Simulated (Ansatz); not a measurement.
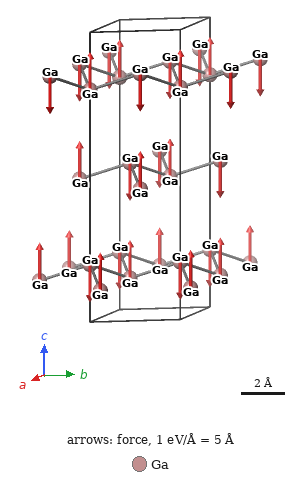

Starting geometry of crystalline Ga (set up in R-3m) (coarse preliminary run) with the computed forces as red arrows. Style: ball-and-stick. Shown: the conventional cell (3 times the calculation's cell), slightly off an axis. Lengths and directions refer to the drawn axes.

Case: 3 of 3 Li taken out, relaxed.

All numbers below come from DFT r2SCAN, scalar-relativistic, plane waves, PAW (Ansatz 0.2.0).

The input:
```yaml
crystal:
  lattice:
    - [2.1638763653, 1.249314602, 4.5875217757]
    - [-2.1638763653, 1.249314602, 4.5875217757]
    - [0.0, -2.498629204, 4.5875217757]
  atoms:
    - { symbol: Ga, position: [0.8013820035, 0.8013820035, 0.8013820035] }
    - { symbol: Ga, position: [0.1986179965, 0.1986179965, 0.1986179965] }
basis:
  ecutwfc: 500
kpoints:
  mp_grid: { grid: [6, 6, 6] }
hamiltonian:
  xc: r2scan
scf:
  occupations: { method: gaussian, width: 0.1 }
output:
  forces: true
  stress: true
  eigenvalues: true
relax:
  adjacent_minimum: "off"
  f_tol: 0.0325
  max_steps: 70
  cell: { stress_tol: 0.24 }
```

Run as
```bash
ansatz run input.yaml --threads 2 --pin off --max-ram 5120MiB --backend cpu --events-out ev --progress --plain --runs-dir out
```

**What follows when this structure is relaxed?**

It isn't relaxed: the largest force vector, on Ga atoms, is 0.36 eV/Å. Measured relative to the changing cell, the final displacements run against the starting forces (cosine between the two patterns −1.00). After 16 accepted moves (17 points after the start) the energy has fallen by 673 meV per atom. Largest force component: 0.36 eV/Å at the start, under 0.0001 eV/Å at the end. Pressure: −3.77 GPa at the start and −0.08 GPa at the end. The SCF was repeated once at an unchanged geometry on a basis and grid sized afresh for the cell, which shifted the energy by 1.1 meV per atom at most. The largest moves relative to the cell, 0.38 Å, are those of Ga1 and Ga2. Ga2 goes along +c. The drawn cell changes as follows: a = b 4.328 → 4.193 Å (−3.1 %), c 13.763 → 7.372 Å (−46.4 %); the volume changes by −49.7 %. Some distances before and after: Ga1–Ga2 4.471 → 2.715 Å, Ga1–Ga2 (another image) 2.649 → 2.715 Å. New bonds form: Ga1–Ga2 (4.47 → 2.71 Å). Bond angles that change, for instance: Ga2–Ga1–Ga2 109.6° → 101.1°. The space group stays R-3m (No. 166).
